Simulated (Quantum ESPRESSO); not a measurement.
**Geometry relaxation of KBr (part 3 of 3)**

KBr (2 atoms in the cell); Kohn-Sham DFT of a periodic cell, revPBE, SSSP 1.3 efficiency PBE, no spin polarisation (Quantum ESPRESSO 7.5); cutoff 816.34 eV, 4×4×4 k-mesh, cold smearing of 0.136 eV. The structure derives from a Materials Project entry.

Geometry of the input (Å; fractional positions):
```
4.0435  0.0000  0.0000
0.0000  4.0435  0.0000
0.0000  0.0000  4.0435
K  0.0052  0.9922  0.9919
Br 0.4948  0.5078  0.5081
```

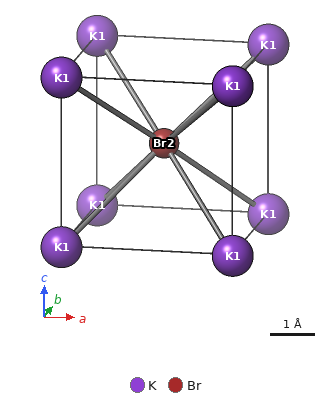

The geometry at step 5 of the log (ball-and-stick view of the cell of the calculation, seen slightly off an axis; atoms are numbered from 1 in the order of the input).

Log, continued
```
   -26.3258 -10.5100  -9.7077  -9.7077  -9.4944   0.5502   2.2094   2.2094
     9.1338   9.8021  10.2987  11.4677  12.1228  12.1229

          k = 0.0000 0.2500 0.2500 (  3521 PWs)   bands (ev):

   -26.3260 -10.3745  -9.7926  -9.7088  -9.5787   1.2791   1.5489   2.2562
     8.4223   9.2220  10.2533  11.2428  11.6716  12.1980

          k = 0.0000 0.2500-0.5000 (  3476 PWs)   bands (ev):

   -26.3213 -10.3522  -9.7843  -9.7007  -9.6143   0.8023   1.5868   2.3184
     8.8169   9.2830  10.9065  11.1957  11.2626  11.9899

          k = 0.0000-0.5000-0.5000 (  3532 PWs)   bands (ev):

   -26.3168 -10.0695  -9.8591  -9.8591  -9.6937   1.0806   1.0806   2.4349
     7.8857   9.0884  10.5805  10.5805  12.9713  12.9717

          k = 0.2500 0.2500 0.2500 (  3515 PWs)   bands (ev):

   -26.3214 -10.2954  -9.7806  -9.7806  -9.6004   1.4276   1.5602   1.5602
     9.2992  10.0192  10.0192  10.5997  11.3393  11.3393

          k = 0.2500 0.2500-0.5000 (  3492 PWs)   bands (ev):

   -26.3169 -10.2244  -9.7777  -9.7686  -9.6862   0.9324   1.5709   1.6756
     9.2222   9.7847  10.1531  11.1184  11.5438  11.8510

          k = 0.2500-0.5000-0.5000 (  3492 PWs)   bands (ev):

   -26.3125 -10.0097  -9.8441  -9.8441  -9.7619   1.0653   1.0653   1.6596
     8.7372  10.2773  10.2773  10.5544  12.3743  12.3743

          k =-0.5000-0.5000-0.5000 (  3448 PWs)   bands (ev):

   -26.3082  -9.9479  -9.8289  -9.8289  -9.8289   1.0487   1.0487   1.0487
    10.0467  10.0467  10.0467  11.8766  11.8766  11.8766

          k = 0.2500 0.0000 0.0000 (  3511 PWs)   bands (ev):

   -26.3306 -10.4182  -9.7168  -9.7168  -9.6034   1.2416   2.1956   2.1956
     7.7222   8.9411   9.5610  12.0041  12.0041  12.3264

          k = 0.0000 0.2500 0.0000 (  3511 PWs)   bands (ev):

   -26.3306 -10.4182  -9.7168  -9.7168  -9.6034   1.2416   2.1956   2.1956
     7.7222   8.9411   9.5610  12.0041  12.0041  12.3264

          k =-0.5000 0.0000 0.0000 (  3514 PWs)   bands (ev):

   -26.3258 -10.5100  -9.7077  -9.7077  -9.4944   0.5502   2.2094   2.2094
     9.1338   9.8021  10.2987  11.4677  12.1228  12.1229

          k = 0.0000-0.5000 0.0000 (  3514 PWs)   bands (ev):

   -26.3258 -10.5100  -9.7077  -9.7077  -9.4944   0.5502   2.2094   2.2094
     9.1338   9.8021  10.2987  11.4677  12.1228  12.1229

          k = 0.0000-0.2500 0.2500 (  3521 PWs)   bands (ev):

   -26.3260 -10.3745  -9.7926  -9.7088  -9.5787   1.2791   1.5489   2.2562
     8.4223   9.2220  10.2533  11.2428  11.6716  12.1980

          k = 0.2500 0.0000-0.2500 (  3521 PWs)   bands (ev):

   -26.3260 -10.3745  -9.7926  -9.7088  -9.5787   1.2791   1.5489   2.2562
     8.4223   9.2220  10.2533  11.2428  11.6716  12.1980

          k =-0.2500 0.0000-0.2500 (  3521 PWs)   bands (ev):

   -26.3260 -10.3745  -9.7926  -9.7088  -9.5787   1.2791   1.5489   2.2562
     8.4223   9.2220  10.2533  11.2428  11.6716  12.1980

          k = 0.2500-0.2500 0.0000 (  3521 PWs)   bands (ev):

   -26.3260 -10.3745  -9.7926  -9.7088  -9.5787   1.2791   1.5489   2.2562
     8.4223   9.2220  10.2533  11.2428  11.6716  12.1980

          k =-0.2500-0.2500 0.0000 (  3521 PWs)   bands (ev):

   -26.3260 -10.3745  -9.7926  -9.7088  -9.5787   1.2791   1.5489   2.2562
     8.4223   9.2220  10.2533  11.2428  11.6716  12.1980

          k = 0.2500 0.0000 0.5000 (  3476 PWs)   bands (ev):

   -26.3213 -10.3522  -9.7843  -9.7007  -9.6143   0.8023   1.5868   2.3184
     8.8169   9.2830  10.9065  11.1957  11.2626  11.9899

          k =-0.5000-0.2500 0.0000 (  3476 PWs)   bands (ev):

   -26.3213 -10.3522  -9.7843  -9.7007  -9.6143   0.8023   1.5868   2.3184
     8.8169   9.2830  10.9065  11.1957  11.2626  11.9899

          k = 0.0000-0.5000 0.2500 (  3476 PWs)   bands (ev):

   -26.3213 -10.3522  -9.7843  -9.7007  -9.6143   0.8023   1.5868   2.3184
     8.8169   9.2830  10.9065  11.1957  11.2626  11.9899

          k = 0.2500-0.5000 0.0000 (  3476 PWs)   bands (ev):

   -26.3213 -10.3522  -9.7843  -9.7007  -9.6143   0.8023   1.5868   2.3184
     8.8169   9.2830  10.9065  11.1957  11.2626  11.9899

          k =-0.5000 0.0000 0.2500 (  3476 PWs)   bands (ev):

   -26.3213 -10.3522  -9.7843  -9.7007  -9.6143   0.8023   1.5868   2.3184
     8.8169   9.2830  10.9065  11.1957  11.2626  11.9899

          k =-0.5000 0.0000 0.5000 (  3532 PWs)   bands (ev):

   -26.3168 -10.0695  -9.8591  -9.8591  -9.6937   1.0806   1.0806   2.4349
     7.8857   9.0884  10.5805  10.5805  12.9713  12.9715

          k =-0.5000 0.5000 0.0000 (  3532 PWs)   bands (ev):

   -26.3168 -10.0695  -9.8591  -9.8591  -9.6937   1.0806   1.0806   2.4349
     7.8857   9.0884  10.5805  10.5805  12.9713  12.9715

          k =-0.2500-0.2500 0.2500 (  3515 PWs)   bands (ev):

   -26.3214 -10.2954  -9.7806  -9.7806  -9.6004   1.4276   1.5602   1.5602
     9.2992  10.0192  10.0192  10.5997  11.3393  11.3393

          k =-0.2500 0.2500-0.2500 (  3515 PWs)   bands (ev):

   -26.3214 -10.2954  -9.7806  -9.7806  -9.6004   1.4276   1.5602   1.5602
     9.2992  10.0192  10.0192  10.5997  11.3393  11.3393

          k = 0.2500-0.2500-0.2500 (  3515 PWs)   bands (ev):

   -26.3214 -10.2954  -9.7806  -9.7806  -9.6004   1.4276   1.5602   1.5602
     9.2992  10.0192  10.0192  10.5997  11.3393  11.3393

          k =-0.2500 0.2500 0.5000 (  3492 PWs)   bands (ev):

   -26.3169 -10.2244  -9.7777  -9.7686  -9.6862   0.9324   1.5709   1.6756
     9.2222   9.7847  10.1531  11.1184  11.5438  11.8510

          k =-0.5000-0.2500 0.2500 (  3492 PWs)   bands (ev):

   -26.3169 -10.2244  -9.7777  -9.7686  -9.6862   0.9324   1.5709   1.6756
     9.2222   9.7847  10.1531  11.1184  11.5438  11.8510

          k = 0.5000-0.2500-0.2500 (  3492 PWs)   bands (ev):

   -26.3169 -10.2244  -9.7777  -9.7686  -9.6862   0.9324   1.5709   1.6756
     9.2222   9.7847  10.1531  11.1184  11.5438  11.8510

          k =-0.2500-0.5000 0.2500 (  3492 PWs)   bands (ev):

   -26.3169 -10.2244  -9.7777  -9.7686  -9.6862   0.9324   1.5709   1.6756
     9.2222   9.7847  10.1531  11.1184  11.5438  11.8510

          k =-0.2500 0.5000-0.2500 (  3492 PWs)   bands (ev):

   -26.3169 -10.2244  -9.7777  -9.7686  -9.6862   0.9324   1.5709   1.6756
     9.2222   9.7847  10.1531  11.1184  11.5438  11.8510

          k =-0.5000 0.2500 0.5000 (  3492 PWs)   bands (ev):

   -26.3125 -10.0097  -9.8441  -9.8441  -9.7619   1.0653   1.0653   1.6596
     8.7372  10.2773  10.2773  10.5544  12.3743  12.3743

          k =-0.5000 0.5000 0.2500 (  3492 PWs)   bands (ev):

   -26.3125 -10.0097  -9.8441  -9.8441  -9.7619   1.0653   1.0653   1.6596
     8.7372  10.2773  10.2773  10.5544  12.3743  12.3743

     the Fermi energy is     3.8250 ev

!    total energy              =    -160.37919485 Ry
     estimated scf accuracy    <          3.2E-13 Ry
     smearing contrib. (-TS)   =       0.00000000 Ry
     internal energy E=F+TS    =    -160.37919485 Ry

     The total energy is F=E-TS. E is the sum of the following terms:
     one-electron contribution =     -23.11999836 Ry
     hartree contribution      =      17.41941381 Ry
     xc contribution           =     -37.58310875 Ry
     ewald contribution        =     -61.49536766 Ry
     one-center paw contrib.   =     -55.60013390 Ry

     convergence has been achieved in   7 iterations

     Forces acting on atoms (cartesian axes, Ry/au):

     atom    1 type  1   force =     0.00000415   -0.00000034    0.00000048
     atom    2 type  2   force =    -0.00000415    0.00000034   -0.00000048

     Total force =     0.000006     Total SCF correction =     0.000002
     SCF correction compared to forces is large: reduce conv_thr to get better values
     Energy error            =      6.8E-07 Ry
     Gradient error          =      4.2E-06 Ry/Bohr

     bfgs converged in  10 scf cycles and   9 bfgs steps
     (criteria: energy <  1.0E-05 Ry, force <  4.0E-04 Ry/Bohr)

     End of BFGS Geometry Optimization

     Final energy             =    -160.3791948453 Ry

     File ./tmp/pwscf.bfgs deleted, as requested
Begin final coordinates

ATOMIC_POSITIONS (angstrom)
K               -0.0000888323        4.0435085440        4.0434914266
Br               2.0218383323        2.0217399560        2.0217570734
End final coordinates

=------------------------------------------------------------------------------=
   JOB DONE.
=------------------------------------------------------------------------------=
```

Trajectory as extended XYZ (Å, eV, eV/Å), 10 frames, from step=0 to step=9
```
2
Lattice="4.0435 0.0000 0.0000 0.0000 4.0435 0.0000 0.0000 0.0000 4.0435" Properties=species:S:1:pos:R:3:forces:R:3 step=0 energy=-2182.06700
K     0.0210    4.0120    4.0109   -0.0267   0.0397   0.0411
Br    2.0007    2.0533    2.0544    0.0267  -0.0397  -0.0411
2
Lattice="4.0435 0.0000 0.0000 0.0000 4.0435 0.0000 0.0000 0.0000 4.0435" Properties=species:S:1:pos:R:3:forces:R:3 step=1 energy=-2182.06717
K     0.0205    4.0128    4.0117   -0.0260   0.0388   0.0401
Br    2.0013    2.0525    2.0535    0.0260  -0.0388  -0.0401
2
Lattice="4.0435 0.0000 0.0000 0.0000 4.0435 0.0000 0.0000 0.0000 4.0435" Properties=species:S:1:pos:R:3:forces:R:3 step=2 energy=-2182.06734
K     0.0199    4.0137    4.0127   -0.0251   0.0374   0.0387
Br    2.0019    2.0516    2.0526    0.0251  -0.0374  -0.0387
2
Lattice="4.0435 0.0000 0.0000 0.0000 4.0435 0.0000 0.0000 0.0000 4.0435" Properties=species:S:1:pos:R:3:forces:R:3 step=3 energy=-2182.06759
K     0.0190    4.0150    4.0141   -0.0239   0.0357   0.0369
Br    2.0028    2.0502    2.0512    0.0239  -0.0357  -0.0369
2
Lattice="4.0435 0.0000 0.0000 0.0000 4.0435 0.0000 0.0000 0.0000 4.0435" Properties=species:S:1:pos:R:3:forces:R:3 step=4 energy=-2182.06794
K     0.0176    4.0171    4.0161   -0.0221   0.0330   0.0342
Br    2.0041    2.0482    2.0491    0.0221  -0.0330  -0.0342
2
Lattice="4.0435 0.0000 0.0000 0.0000 4.0435 0.0000 0.0000 0.0000 4.0435" Properties=species:S:1:pos:R:3:forces:R:3 step=5 energy=-2182.06841
K     0.0156    4.0201    4.0193   -0.0194   0.0291   0.0301
Br    2.0062    2.0451    2.0460    0.0194  -0.0291  -0.0301
2
Lattice="4.0435 0.0000 0.0000 0.0000 4.0435 0.0000 0.0000 0.0000 4.0435" Properties=species:S:1:pos:R:3:forces:R:3 step=6 energy=-2182.06901
K     0.0125    4.0247    4.0240   -0.0155   0.0233   0.0241
Br    2.0092    2.0406    2.0413    0.0155  -0.0233  -0.0241
2
Lattice="4.0435 0.0000 0.0000 0.0000 4.0435 0.0000 0.0000 0.0000 4.0435" Properties=species:S:1:pos:R:3:forces:R:3 step=7 energy=-2182.06967
K     0.0079    4.0315    4.0311   -0.0098   0.0147   0.0152
Br    2.0138    2.0338    2.0342    0.0098  -0.0147  -0.0152
2
Lattice="4.0435 0.0000 0.0000 0.0000 4.0435 0.0000 0.0000 0.0000 4.0435" Properties=species:S:1:pos:R:3:forces:R:3 step=8 energy=-2182.07010
K     0.0011    4.0417    4.0417   -0.0014   0.0022   0.0023
Br    2.0207    2.0235    2.0236    0.0014  -0.0022  -0.0023
2
Lattice="4.0435 0.0000 0.0000 0.0000 4.0435 0.0000 0.0000 0.0000 4.0435" Properties=species:S:1:pos:R:3:forces:R:3 step=9 energy=-2182.07011
K    -0.0001    4.0435    4.0435    0.0001   0.0000   0.0000
Br    2.0218    2.0217    2.0218   -0.0001   0.0000   0.0000
```

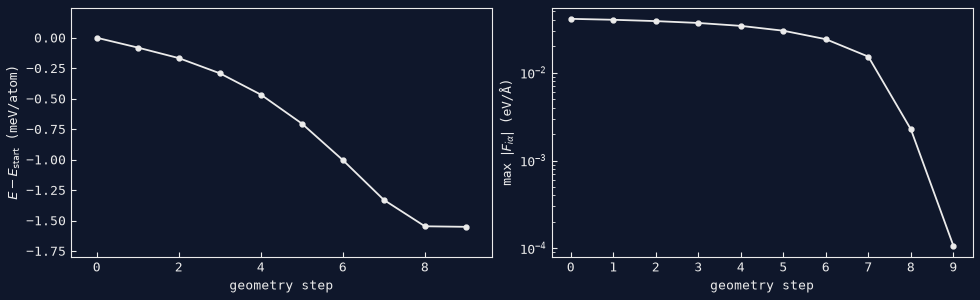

Progress of the relaxation, step by step (steps are counted from 0).

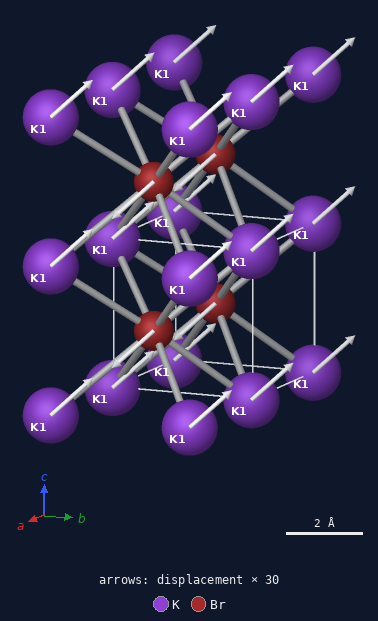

The starting structure with the displacements as white arrows, magnified 30 times (ball-and-stick view of the cell of the calculation, repeated 2 × 1 × 2, seen slightly off an axis). The largest moves, 0.050 Å, are those of K1 and Br2. Largest moves by element: K 0.050 Å, Br 0.050 Å. The cell stays as it was. Among the contacts that change: K1–Br2 3.600 → 3.502 Å. The space group (tolerance 0.01 Å) goes from Cm (No. 8) to Pm-3m (No. 221). The energy falls by 1.6 meV per atom in 9 geometry steps. Largest force component: 0.041 eV/Å at the start, 0.00011 eV/Å at the end. (Atoms are counted from 1 in the order of the input.)

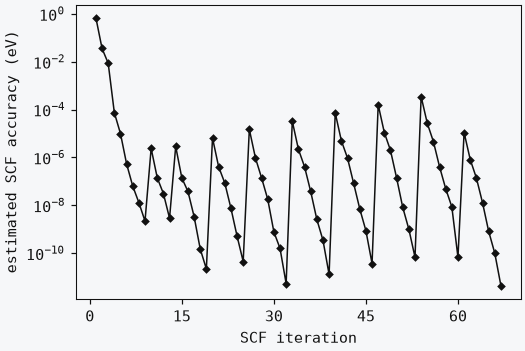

Convergence of the self-consistent field: estimated SCF accuracy against the iteration. The field takes 67 iterations in all.

Key numbers

```csv
quantity,value
outcome,converged
space group (tolerance 0.01 Å),Cm (8) → Pm-3m (221)
electrons treated,16
free energy,−2182.0701 eV
Fermi energy,3.825 eV
gap on the k-point mesh,4.12 eV
final volume,66.11 Å³
largest force (length of the vector) at the end,under 0.001 eV/Å
final cell,"a = 4.043 Å, b = 4.043 Å, c = 4.043 Å, α = 90.00°, β = 90.00°, γ = 90.00°"
hardware,"1 thread of Intel Xeon (Sapphire Rapids), 16 GiB of memory available, shared host"
wall time,3.8 min
peak memory,0.32 GiB
```

Further notes kept with the run: potentials made for another functional. Notes on the run: SCF correction compared to forces is large. Points of doubt noted for this run: potentials made for another functional.
